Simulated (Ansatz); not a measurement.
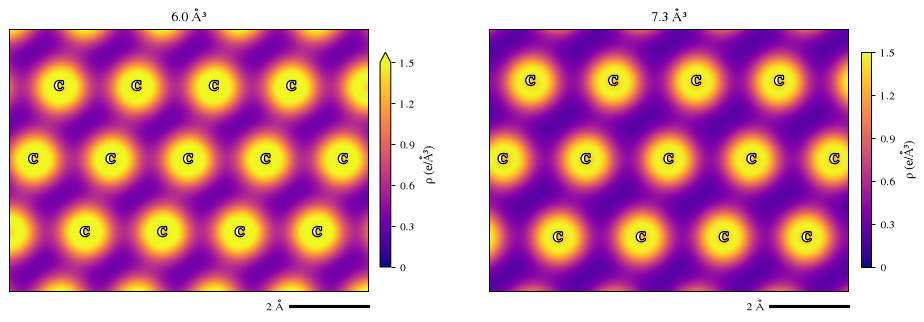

C. The valence charge density (pseudo) of cells scaled evenly to different volumes (given per atom above each panel), on the (011̄) plane of each (indices in the axes of the cell below), at one length scale and on one colour scale.

A generated structure, not necessarily the stable one.

These are results of DFT, r2SCAN, plane waves (500 eV) with PAW, scalar-relativistic (Ansatz 0.2.0), not measurements.

Core electrons are frozen (PAW), and the valence fields are smoothed inside the atomic spheres.

The largest cell:

```xyz
1
Lattice="-1.2250 1.2250 1.2250 1.2250 -1.2250 1.2250 1.2250 1.2250 -1.2250" Properties=species:S:1:pos:R:3 pbc="T T T"
C     0.0000    0.0000    0.0000
```

| volume (Å³/atom) | C–C contact in the plane (Å) | ρ at its midpoint (e/Å³) | pressure (GPa) | 
| --- | --- | --- | --- |
| 5.99 | 1.982 | 0.610 | 29.6 | 
| 6.54 | 2.040 | ? | ? | 
| 7.35 | 2.122 | 0.457 | −11.8 | 

> Estimate the missing row, and compare with the calculation.

Over the known rows ln ρ falls by 2.06 per Å of C–C distance (the line through the two), which gives 0.541 e/Å³ at 2.040 Å; the calculation gives 0.541 e/Å³. For the pressure, a straight line in volume between the neighbouring rows gives 12.9 GPa; the calculation gives 7.6, lower because pressure rises ever faster on compression.
